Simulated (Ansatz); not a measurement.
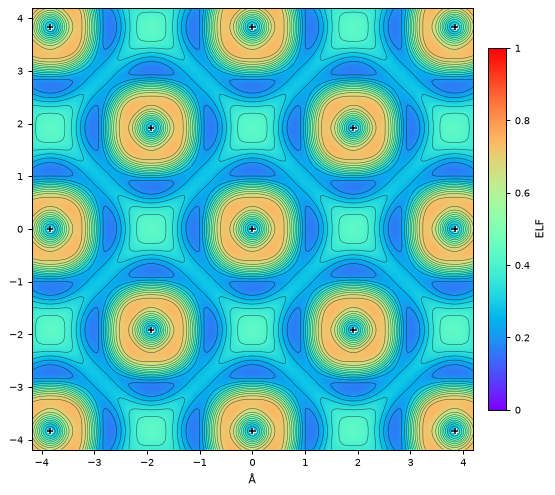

The ELF on a plane through atoms (crosses mark nuclei in the plane).

Level of theory: DFT, PBE, plane waves (420 eV) with PAW, scalar-relativistic in Ansatz.

Candidates:
A. Mo, a = 3.84 Å, b = 3.84 Å, c = 3.84 Å, α = 90.00°, β = 90.00°, γ = 90.00°. Space group Fm-3m; set up as Mo, fcc; a generated structure, not necessarily the stable one; changed on purpose from its base cell (volume × 0.88); computed pressure about 40 GPa in this cell; computed without spin polarisation.
B. Pt, a = 5.86 Å, b = 5.86 Å, c = 5.86 Å, α = 90.00°, β = 90.00°, γ = 90.00°. Space group Fd-3m; set up as Pt, diamond; a generated structure, not necessarily the stable one; changed on purpose from its base cell (volume × 1.04); computed pressure about −4 GPa in this cell.
C. Ti, a = 4.58 Å, b = 4.58 Å, c = 2.83 Å, α = 90.00°, β = 90.00°, γ = 120.00°. Space group P6/mmm; set up as Ti, omega (AlB2-type); a generated structure, not necessarily the stable one; changed on purpose from its base cell (volume × 1.0); computed without spin polarisation.

### Which system is this?

Candidate A: Mo on the (010) plane of the conventional cell, which holds Mo. Mo–Mo (2.71 Å): the ELF is about 0.30 at the midpoint: no shared electron pair shows on this line.
